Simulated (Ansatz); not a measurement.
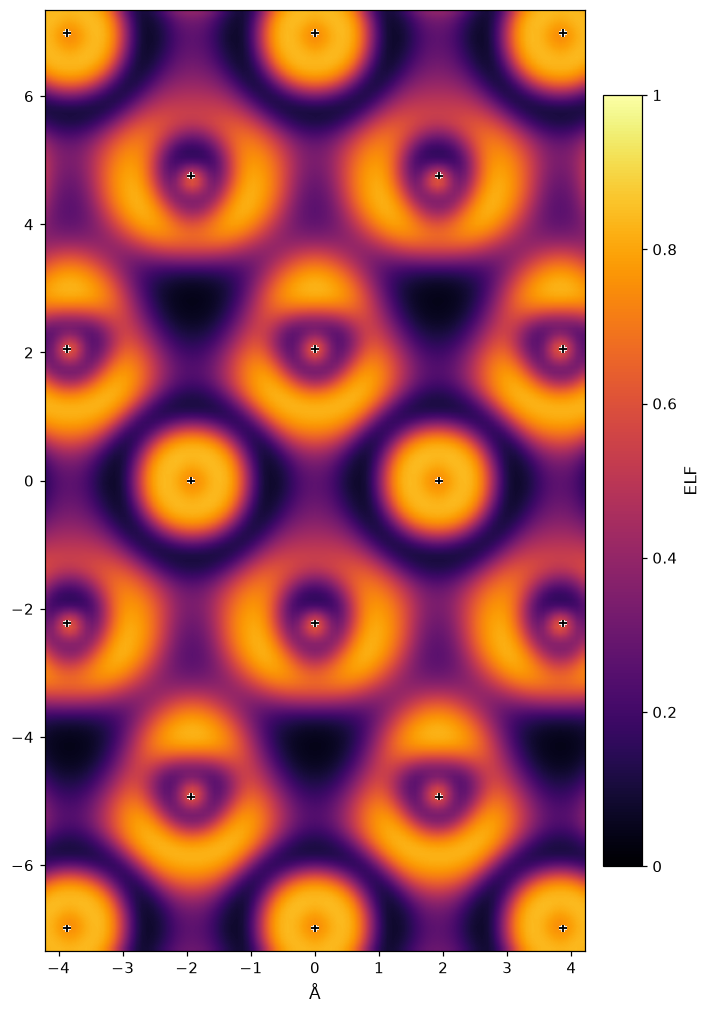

The ELF on a plane through atoms (crosses mark nuclei in the plane).

These are results of Ansatz 0.2.0, DFT PBE, scalar-relativistic, plane waves, PAW, not measurements.

Candidates:
A. Rh, a = 3.83 Å, b = 3.83 Å, c = 3.83 Å, α = 90.00°, β = 90.00°, γ = 90.00°. Space group Fm-3m; a structure from a database of computed crystals, not necessarily the ambient phase; computed without spin polarisation.
B. Cr, a = 2.85 Å, b = 2.85 Å, c = 2.85 Å, α = 90.00°, β = 90.00°, γ = 90.00°. Space group Im-3m; computed without spin polarisation.
C. HfSi2, a = 3.87 Å, b = 13.98 Å, c = 3.87 Å, α = 90.00°, β = 90.00°, γ = 89.99°. Space group Cmcm; a structure from a database of computed crystals, not necessarily the ambient phase; computed pressure about −8 GPa in this cell.

**Which candidate gave the map?**

Candidate C: HfSi2 on the (001) plane of the conventional cell, which holds Hf and Si. Hf–Si (2.82 Å): the ELF peaks at about 0.80 in the valence shell of Si, 1.0 Å from its nucleus, and is about 0.40 at the midpoint. Hf–Si (2.95 Å): the ELF peaks at about 0.65 in the valence shell of Si, 1.0 Å from its nucleus, and is about 0.30 at the midpoint.
